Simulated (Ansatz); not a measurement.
**Run report: Ti$_{16}$O, geometry relaxation (part 2 of 2)**

The same run, continued: Ti$_{16}$O (defect cell, 17 atoms in the cell); DFT PBE, scalar-relativistic, plane waves, PAW, no spin polarisation (Ansatz 0.2.0); cutoff 420 eV, 4×4×4 k-mesh, Gaussian smearing of 0.1 eV. The structure derives from an entry of the Crystallography Open Database. It belongs to a series of runs on one base structure; here: O interstitial, charge +0, atoms relaxed.

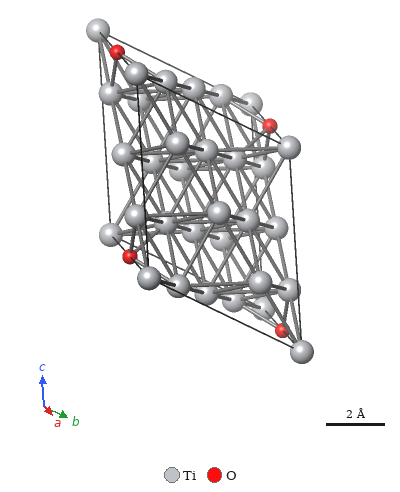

The geometry at step 3 of the log (ball-and-stick view of the cell of the calculation, seen slightly off an axis).

### Output, continued
```
  k-point 0: bands = ["-43.1360", "-43.0871", "-43.0799", "-43.0799", "-43.0593", "-43.0593", "-42.9937", "-42.9763", "-42.9763", "-42.9598", "-42.9420", "-42.9419", "-42.9340", "-42.9288", "-42.9286", "-42.9132", "-19.7699", "-19.6178", "-19.6156", "-19.6155", "-19.5535", "-19.5535", "-19.5385", "-19.5205", "-19.5204", "-19.5078", "-19.5006", "-19.5005", "-19.4367", "-19.4366", "-19.4253", "-19.3688", "-19.3687", "-19.3547", "-19.2944", "-19.2944", "-19.2779", "-19.2624", "-19.2433", "-19.2431", "-19.2358", "-19.2357", "-19.2199", "-19.1976", "-19.1825", "-19.1824", "-19.1722", "-19.1722", "-19.1339", "-19.1338", "-19.1329", "-19.1118", "-19.1029", "-19.1028", "-19.0901", "-19.0832", "-19.0830", "-19.0800", "-19.0703", "-19.0358", "-19.0356", "-19.0185", "-18.9927", "-18.9926", "-7.0492", "6.4800", "6.5198", "6.5203", "8.2691", "10.2996", "10.2997", "10.5330", "11.2546", "11.2546", "11.3386", "11.4973", "11.4975", "11.5193", "11.8355", "11.8357", "11.9914", "12.0257", "12.0259", "12.1413", "12.1772", "12.1773", "12.6948", "12.6952", "12.7234", "12.9027", "12.9030", "12.9357", "12.9637", "12.9764", "12.9766", "13.3296", "13.3781", "13.3784", "13.6209", "13.6259", "13.6640", "13.6645", "13.6980", "13.6985", "13.7132", "14.1078", "14.1359", "14.1364", "14.3369", "14.3373", "14.5481", "14.5697", "14.5698", "14.9012", "14.9498", "14.9500", "15.1321", "15.1964", "15.1968"]
  k-point 1: bands = ["-43.1230", "-43.0975", "-43.0850", "-43.0830", "-43.0595", "-43.0564", "-42.9868", "-42.9846", "-42.9803", "-42.9550", "-42.9454", "-42.9399", "-42.9324", "-42.9259", "-42.9216", "-42.9199", "-19.7804", "-19.6244", "-19.5993", "-19.5967", "-19.5684", "-19.5534", "-19.5455", "-19.5395", "-19.5311", "-19.5212", "-19.5185", "-19.5150", "-19.4406", "-19.4325", "-19.3734", "-19.3597", "-19.3354", "-19.3218", "-19.3064", "-19.2877", "-19.2872", "-19.2561", "-19.2493", "-19.2479", "-19.2198", "-19.2042", "-19.2041", "-19.2035", "-19.1951", "-19.1866", "-19.1685", "-19.1584", "-19.1506", "-19.1485", "-19.1393", "-19.1295", "-19.1255", "-19.1191", "-19.1066", "-19.1061", "-19.0588", "-19.0574", "-19.0467", "-19.0374", "-19.0304", "-19.0247", "-19.0088", "-18.9981", "-7.0484", "6.4579", "6.5015", "6.5023", "9.1387", "9.2071", "10.0710", "10.2252", "11.3151", "11.3738", "11.4985", "11.5146", "11.6890", "11.7846", "11.8479", "11.8711", "11.9255", "12.0852", "12.2130", "12.2514", "12.3747", "12.4029", "12.4250", "12.4669", "12.5365", "12.5896", "12.6954", "12.7211", "12.8315", "12.8361", "12.9052", "13.4252", "13.4675", "13.6556", "13.7472", "13.8134", "13.8530", "13.8690", "13.8888", "13.9964", "14.0408", "14.0456", "14.0650", "14.1077", "14.2658", "14.3425", "14.5096", "14.6097", "14.6661", "14.6725", "14.6728", "14.7627", "14.8517", "14.8569", "15.0200"]
  k-point 2: bands = ["-43.1360", "-43.0871", "-43.0799", "-43.0799", "-43.0593", "-43.0593", "-42.9937", "-42.9763", "-42.9763", "-42.9598", "-42.9420", "-42.9419", "-42.9340", "-42.9288", "-42.9286", "-42.9132", "-19.7699", "-19.6178", "-19.6155", "-19.6155", "-19.5535", "-19.5535", "-19.5385", "-19.5205", "-19.5204", "-19.5077", "-19.5006", "-19.5005", "-19.4367", "-19.4366", "-19.4254", "-19.3688", "-19.3686", "-19.3547", "-19.2945", "-19.2944", "-19.2779", "-19.2624", "-19.2433", "-19.2432", "-19.2358", "-19.2358", "-19.2199", "-19.1976", "-19.1825", "-19.1824", "-19.1722", "-19.1721", "-19.1338", "-19.1338", "-19.1329", "-19.1118", "-19.1029", "-19.1028", "-19.0901", "-19.0832", "-19.0830", "-19.0800", "-19.0703", "-19.0358", "-19.0356", "-19.0185", "-18.9927", "-18.9926", "-7.0492", "6.4799", "6.5199", "6.5203", "8.2691", "10.2996", "10.2997", "10.5330", "11.2546", "11.2546", "11.3386", "11.4974", "11.4975", "11.5193", "11.8356", "11.8357", "11.9914", "12.0257", "12.0259", "12.1413", "12.1772", "12.1773", "12.6949", "12.6952", "12.7233", "12.9027", "12.9030", "12.9356", "12.9637", "12.9765", "12.9766", "13.3295", "13.3781", "13.3784", "13.6210", "13.6258", "13.6641", "13.6645", "13.6982", "13.6983", "13.7132", "14.1078", "14.1360", "14.1363", "14.3369", "14.3373", "14.5481", "14.5697", "14.5698", "14.9012", "14.9497", "14.9500", "15.1322", "15.1964", "15.1967"]
  k-point 31: bands = ["-43.1360", "-43.0870", "-43.0800", "-43.0799", "-43.0593", "-43.0593", "-42.9937", "-42.9763", "-42.9763", "-42.9598", "-42.9419", "-42.9419", "-42.9343", "-42.9286", "-42.9285", "-42.9133", "-19.7699", "-19.6177", "-19.6156", "-19.6156", "-19.5535", "-19.5535", "-19.5384", "-19.5205", "-19.5205", "-19.5078", "-19.5005", "-19.5005", "-19.4368", "-19.4368", "-19.4252", "-19.3689", "-19.3689", "-19.3544", "-19.2944", "-19.2943", "-19.2779", "-19.2625", "-19.2432", "-19.2432", "-19.2358", "-19.2357", "-19.2199", "-19.1976", "-19.1825", "-19.1824", "-19.1723", "-19.1723", "-19.1338", "-19.1338", "-19.1327", "-19.1118", "-19.1029", "-19.1028", "-19.0905", "-19.0830", "-19.0830", "-19.0799", "-19.0703", "-19.0357", "-19.0357", "-19.0184", "-18.9927", "-18.9927", "-7.0492", "6.4804", "6.5198", "6.5199", "8.2691", "10.2996", "10.2997", "10.5330", "11.2546", "11.2546", "11.3389", "11.4973", "11.4974", "11.5192", "11.8355", "11.8356", "11.9915", "12.0257", "12.0258", "12.1412", "12.1772", "12.1773", "12.6950", "12.6950", "12.7237", "12.9029", "12.9030", "12.9362", "12.9634", "12.9763", "12.9765", "13.3300", "13.3781", "13.3781", "13.6203", "13.6265", "13.6639", "13.6641", "13.6983", "13.6987", "13.7135", "14.1079", "14.1359", "14.1361", "14.3367", "14.3370", "14.5485", "14.5698", "14.5698", "14.9012", "14.9501", "14.9502", "15.1318", "15.1964", "15.1968"]
--- Relaxed structure (5 steps of the walk, 5 accepted, 0 SCFs on fresh bases) ---
  F+E_penalty+E_count = -40564.35367040 eV   max|allowed force component| = 1.344e-2 eV/Å
  atoms:
    - { symbol: Ti, position: [0.7523740642954135, 0.00022260717822464304, 0.2533057219442493] }
    - { symbol: Ti, position: [0.4985143282076844, 0.00027065634501632105, 0.4996652348879199] }
    - { symbol: Ti, position: [0.24495398126141432, 0.00019503579057816856, 0.7457923290459552] }
    - { symbol: Ti, position: [0.7486685527884329, 0.5002464978812936, 0.7497807509562123] }
    - { symbol: Ti, position: [0.7525377115511527, 0.25391995530214073, -0.0002616480496680229] }
    - { symbol: Ti, position: [0.4989143398747984, 0.2541287021733646, 0.2536945213729715] }
    - { symbol: Ti, position: [0.24864470797104832, 0.2502935352067347, 0.4997241085473271] }
    - { symbol: Ti, position: [-0.0014137129223000255, 0.25017634755283924, 0.7496069582190052] }
    - { symbol: Ti, position: [-0.0013935795517250784, 0.000288502408232374, -0.00032286991538576213] }
    - { symbol: Ti, position: [0.7486432016112966, 0.7503014889190113, 0.49968970246398625] }
    - { symbol: Ti, position: [0.49881251004641697, 0.7465802958824399, 0.7460933842127855] }
    - { symbol: Ti, position: [0.49847828918951625, 0.5002373011233845, -0.0003097117886890977] }
    - { symbol: Ti, position: [0.24869010971433517, 0.500268900011596, 0.24981028062520338] }
    - { symbol: Ti, position: [-0.0014879944112192044, 0.5002829423773306, 0.49970540312596523] }
    - { symbol: Ti, position: [0.24500617776389982, 0.7463096600750244, -0.00024086556212904453] }
    - { symbol: Ti, position: [-0.0013923976907311286, 0.750202574885372, 0.2496718019589494] }
    - { symbol: O, position: [0.49857682610056653, 0.000264034187417439, -0.0003259138446579102] }
```

### Trajectory as extended XYZ (Å, eV, eV/Å), 5 frames, from step=1 to step=5
```
17
Lattice="-4.1120 -4.1120 -4.1120 -4.1120 4.1120 4.1120 4.1120 4.1120 -4.1120" Properties=species:S:1:pos:R:3:forces:R:3 step=1 energy=-40564.10367
Ti   -2.0560   -2.0560   -4.1120   -0.0191  -0.0305   0.1073
Ti    0.0000    0.0000   -4.1120    0.0411   0.0635   0.0806
Ti    2.0560    2.0560   -4.1120   -0.0690  -0.1105   1.6174
Ti   -2.0560    2.0560   -4.1120   -0.0014   0.0057  -0.0086
Ti   -4.1120   -2.0560   -2.0560   -0.1868  -0.0425  -0.0606
Ti   -2.0560    0.0000   -2.0560   -0.0556   1.1862  -0.1271
Ti    0.0000    2.0560   -2.0560   -0.0045  -0.0003   0.0048
Ti    2.0560    4.1120   -2.0560    0.0026  -0.0045  -0.0012
Ti    0.0000    0.0000    0.0000    0.1558   0.1788   0.2057
Ti   -4.1120    2.0560   -2.0560   -0.0028   0.0031   0.0000
Ti   -2.0560    4.1120   -2.0560   -0.0227  -0.0385  -0.0518
Ti   -4.1120    0.0000    0.0000   -0.0311   0.1278   0.1542
Ti   -2.0560    2.0560    0.0000    0.0035  -0.0020  -0.0078
Ti    0.0000    4.1120    0.0000    0.0760   0.0200   0.1247
Ti   -4.1120    2.0560    2.0560    0.8844  -0.0743  -0.1061
Ti   -2.0560    4.1120    2.0560   -0.0009  -0.0070   0.0064
O    -1.9994   -1.9650   -1.9245   -0.7697  -1.2748  -1.9378
17
Lattice="-4.1120 -4.1120 -4.1120 -4.1120 4.1120 4.1120 4.1120 4.1120 -4.1120" Properties=species:S:1:pos:R:3:forces:R:3 step=2 energy=-40564.24472
Ti   -2.0624   -2.0664   -4.1447    0.0558   0.0894   0.2770
Ti    0.0112    0.0176   -4.0886   -0.0464  -0.0710  -0.0881
Ti    2.0461    2.0399   -4.1098    0.0407   0.0661   0.8947
Ti   -2.0537    2.0628   -4.1164    0.0049  -0.0173  -0.0024
Ti   -4.1443   -2.0680   -2.0734    0.0887   0.0890   0.1281
Ti   -2.0654    0.0120   -2.0785    0.0461   0.6041   0.1085
Ti   -0.0015    2.0605   -2.0476    0.0021   0.0001  -0.0155
Ti    2.0598    4.1078   -2.0497   -0.0090  -0.0085   0.0062
Ti    0.0354    0.0420    0.0497   -0.2160  -0.2421  -0.2718
Ti   -4.1147    2.0617   -2.0493   -0.0051  -0.0112   0.0009
Ti   -2.0629    4.0787   -2.0723    0.0559   0.1865   0.1289
Ti   -4.1155    0.0310    0.0386    0.0565  -0.1657  -0.1943
Ti   -2.0519    2.0598   -0.0051   -0.0109   0.0081  -0.0066
Ti    0.0185    4.1208    0.0324   -0.0977  -0.0098  -0.1507
Ti   -4.0931    2.0415    2.0347    0.3956   0.0798   0.1158
Ti   -2.0535    4.1097    2.0651    0.0022   0.0030  -0.0198
O    -2.0238   -2.0043   -1.9818   -0.3634  -0.6007  -0.9110
17
Lattice="-4.1120 -4.1120 -4.1120 -4.1120 4.1120 4.1120 4.1120 4.1120 -4.1120" Properties=species:S:1:pos:R:3:forces:R:3 step=3 energy=-40564.32776
Ti   -2.0619   -2.0652   -4.1274    0.0396   0.0620   0.0955
Ti    0.0071    0.0114   -4.0958   -0.0196  -0.0306  -0.0411
Ti    2.0487    2.0442   -4.0674    0.0371   0.0594   0.1529
Ti   -2.0513    2.0634   -4.1149   -0.0006   0.0013   0.0162
Ti   -4.1412   -2.0665   -2.0706    0.0765   0.0673   0.0939
Ti   -2.0634    0.0438   -2.0729    0.0397   0.0716   0.0902
Ti   -0.0005    2.0631   -2.0461    0.0062   0.0010   0.0028
Ti    2.0603    4.1081   -2.0453    0.0013   0.0154   0.0002
Ti    0.0100    0.0148    0.0202   -0.0399  -0.0534  -0.0682
Ti   -4.1145    2.0628   -2.0457    0.0098   0.0022   0.0013
Ti   -2.0624    4.0888   -2.0698    0.0416   0.0882   0.0911
Ti   -4.1064    0.0137    0.0187   -0.0075  -0.0452  -0.0581
Ti   -2.0515    2.0636   -0.0040    0.0009  -0.0010   0.0183
Ti    0.0084    4.1225    0.0176   -0.0276  -0.0226  -0.0511
Ti   -4.0700    2.0444    2.0395    0.0186   0.0658   0.0931
Ti   -2.0515    4.1112    2.0662    0.0001   0.0097   0.0024
O    -2.0317   -2.0168   -1.9991   -0.1760  -0.2905  -0.4387
17
Lattice="-4.1120 -4.1120 -4.1120 -4.1120 4.1120 4.1120 4.1120 4.1120 -4.1120" Properties=species:S:1:pos:R:3:forces:R:3 step=4 energy=-40564.35367
Ti   -2.0531   -2.0513   -4.1345    0.0014   0.0021  -0.0132
Ti    0.0036    0.0058   -4.1034   -0.0023  -0.0035  -0.0047
Ti    2.0587    2.0603   -4.0732    0.0037   0.0059   0.0045
Ti   -2.0525    2.0616   -4.1046   -0.0003   0.0011   0.0007
Ti   -4.1397   -2.0514   -2.0493   -0.0080   0.0036   0.0047
Ti   -2.0533    0.0366   -2.0498    0.0035   0.0030   0.0077
Ti    0.0032    2.0617   -2.0481    0.0002  -0.0001   0.0011
Ti    2.0595    4.1170   -2.0479    0.0005   0.0010  -0.0002
Ti    0.0032    0.0056    0.0082   -0.0020  -0.0039  -0.0054
Ti   -4.1090    2.0616   -2.0479    0.0007   0.0006   0.0000
Ti   -2.0531    4.0868   -2.0491    0.0020  -0.0108   0.0036
Ti   -4.1080    0.0060    0.0085   -0.0023  -0.0049  -0.0060
Ti   -2.0525    2.0617    0.0073    0.0006  -0.0004   0.0009
Ti    0.0037    4.1181    0.0085   -0.0032  -0.0032  -0.0055
Ti   -4.0773    2.0604    2.0624    0.0026   0.0052   0.0072
Ti   -2.0525    4.1172    2.0639   -0.0002   0.0003   0.0015
O    -2.0526   -2.0504   -2.0477    0.0032   0.0042   0.0036
17
Lattice="-4.1120 -4.1120 -4.1120 -4.1120 4.1120 4.1120 4.1120 4.1120 -4.1120" Properties=species:S:1:pos:R:3:forces:R:3 step=5 energy=-40564.35367
Ti   -2.0531   -2.0513   -4.1345    0.0016   0.0022  -0.0134
Ti    0.0036    0.0058   -4.1034   -0.0023  -0.0035  -0.0047
Ti    2.0587    2.0603   -4.0732    0.0038   0.0060   0.0045
Ti   -2.0525    2.0616   -4.1046   -0.0003   0.0011   0.0006
Ti   -4.1397   -2.0514   -2.0493   -0.0081   0.0038   0.0049
Ti   -2.0533    0.0366   -2.0498    0.0036   0.0031   0.0079
Ti    0.0032    2.0617   -2.0481    0.0002  -0.0001   0.0011
Ti    2.0595    4.1170   -2.0479    0.0005   0.0008  -0.0002
Ti    0.0032    0.0056    0.0082   -0.0022  -0.0041  -0.0057
Ti   -4.1090    2.0616   -2.0479    0.0006   0.0007   0.0001
Ti   -2.0531    4.0868   -2.0491    0.0021  -0.0109   0.0038
Ti   -4.1080    0.0060    0.0085   -0.0022  -0.0050  -0.0061
Ti   -2.0525    2.0617    0.0073    0.0006  -0.0004   0.0007
Ti    0.0037    4.1181    0.0085   -0.0033  -0.0032  -0.0056
Ti   -4.0773    2.0604    2.0624    0.0026   0.0053   0.0074
Ti   -2.0525    4.1172    2.0639   -0.0002   0.0003   0.0015
O    -2.0526   -2.0504   -2.0477    0.0030   0.0038   0.0030
```

This output came from the following input.

### Input
```yaml
crystal:
  lattice:
    - [-4.1120350457, -4.1120350457, -4.1120350457]
    - [-4.1120350457, 4.1120350457, 4.1120350457]
    - [4.1120350457, 4.1120350457, -4.1120350457]
  atoms:
    - { symbol: Ti, position: [0.75, 0.0, 0.25] }
    - { symbol: Ti, position: [0.5, 0.0, 0.5] }
    - { symbol: Ti, position: [0.25, 0.0, 0.75] }
    - { symbol: Ti, position: [0.75, 0.5, 0.75] }
    - { symbol: Ti, position: [0.75, 0.25, 0.0] }
    - { symbol: Ti, position: [0.5, 0.25, 0.25] }
    - { symbol: Ti, position: [0.25, 0.25, 0.5] }
    - { symbol: Ti, position: [0.0, 0.25, 0.75] }
    - { symbol: Ti, position: [0.0, 0.0, 0.0] }
    - { symbol: Ti, position: [0.75, 0.75, 0.5] }
    - { symbol: Ti, position: [0.5, 0.75, 0.75] }
    - { symbol: Ti, position: [0.5, 0.5, 0.0] }
    - { symbol: Ti, position: [0.25, 0.5, 0.25] }
    - { symbol: Ti, position: [0.0, 0.5, 0.5] }
    - { symbol: Ti, position: [0.25, 0.75, 0.0] }
    - { symbol: Ti, position: [0.0, 0.75, 0.25] }
    - { symbol: O, position: [0.4771271158, 0.0041890373, -0.0049208118] }
basis:
  ecutwfc: 420
  xc_grid: 2
kpoints:
  mp_grid: { grid: [4, 4, 4], shift: [0.5, 0.5, 0.5] }
hamiltonian:
  xc: pbe
scf:
  occupations: { method: gaussian, width: 0.1 }
output:
  forces: true
  stress: false
  eigenvalues: true
relax:
  adjacent_minimum: "off"
  f_tol: 0.02
  max_steps: 60
```

Launched with:
```bash
ansatz run input.yaml --threads 4 --pin off --max-ram 10240MiB --backend cpu --events-out ev --progress --plain --runs-dir out
```

### Results in brief

| quantity | value |
| --- | --- |
| outcome | converged |
| electrons treated | 198 |
| free energy | −40564.3537 eV |
| Fermi energy | 13.553 eV |
| gap on the k-point mesh | none (metallic) |
| final volume | 278.12 Å³ |
| largest force (length of the vector) at the end | 0.014 eV/Å |
| hardware | 4 threads of Intel Xeon @ 2.50GHz (Skylake/Cascade Lake), 12 GiB of memory available, shared host |
| wall time | 3.4 min (CPU time 13 min) |
| peak memory | 1.5 GiB |
